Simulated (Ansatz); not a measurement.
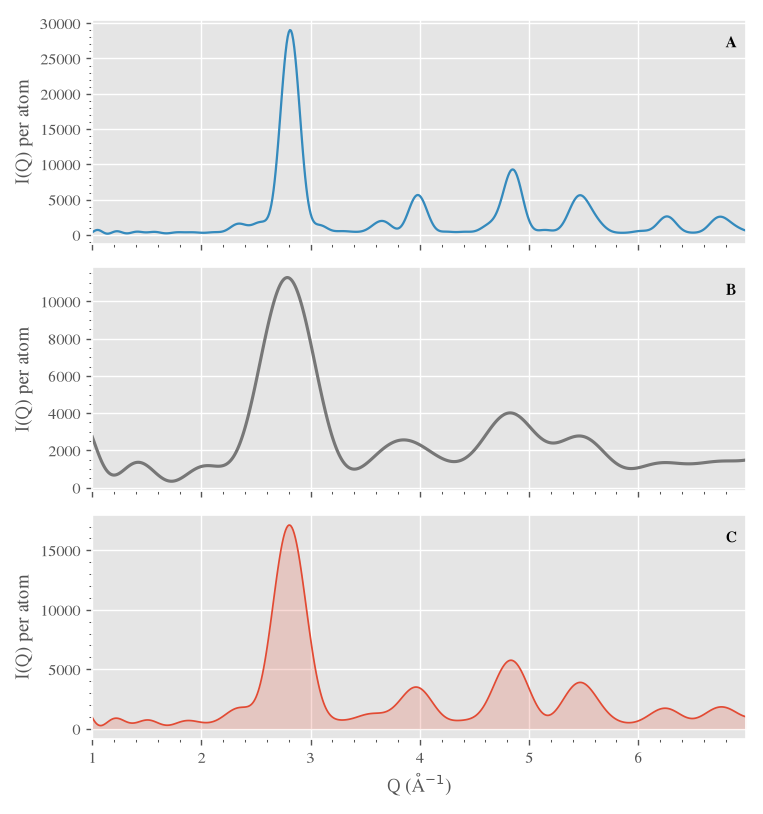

X-ray scattering of spheres cut from the crystal structure of Pt (P6/mmm, a = 4.501 Å, b = 4.501 Å, c = 2.682 Å, α = 90.00°, β = 90.00°, γ = 120.00°), calculated atom by atom with the Debye equation (B = 0.5 Å², no relaxation of the surface). Basis of the simulation: the end point of a relaxation with Ansatz, DFT, r2SCAN, plane waves (500 eV) with PAW, scalar-relativistic; the starting structure was generated, so it need not be a known form of this composition.

The spheres are 14, 20 and 36 Å across. Which curve is which?

curve A: 36 Å (1519 atoms); curve B: 14 Å (71 atoms); curve C: 20 Å (277 atoms). Peak widths go roughly as 2π/D, so the largest sphere has the sharpest peaks.

Index the main peaks of the largest sphere.

Q ≈ 2.81 Å⁻¹: 110 + 101; Q ≈ 3.98 Å⁻¹: 201; Q ≈ 4.85 Å⁻¹: 300 + 211; Q ≈ 5.47 Å⁻¹: 112; Q ≈ 6.26 Å⁻¹: 311.
